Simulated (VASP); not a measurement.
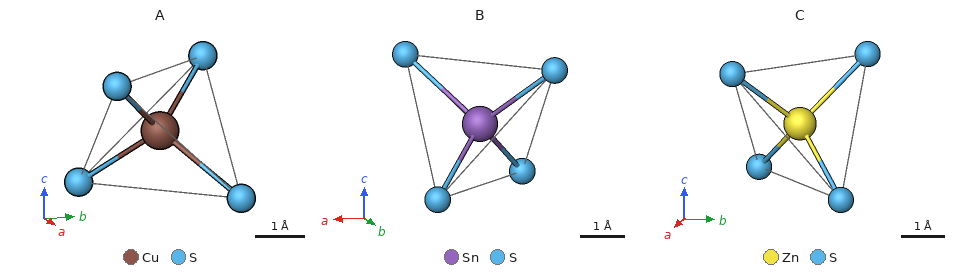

Coordination polyhedra in ZnCu2SnS4 (I-42m). The shape measure S (0 to 100) is the computed least-squares distance from an ideal polyhedron; S = 0 means ideal. Origin: a cell listed in the Materials Project, as set up for an electronic-structure calculation.

Q: Which coordination does each panel show?

A: A. CuS4: a slightly distorted tetrahedron (coordination number 4, S = 0.10; next best see-saw, S = 8.6); mean bond 2.29 Å.
B. SnS4: an essentially ideal tetrahedron (coordination number 4, S = 0.02; next best see-saw, S = 9.5); mean bond 2.44 Å.
C. ZnS4: a slightly distorted tetrahedron (coordination number 4, S = 0.21; next best see-saw, S = 9.0); mean bond 2.34 Å.
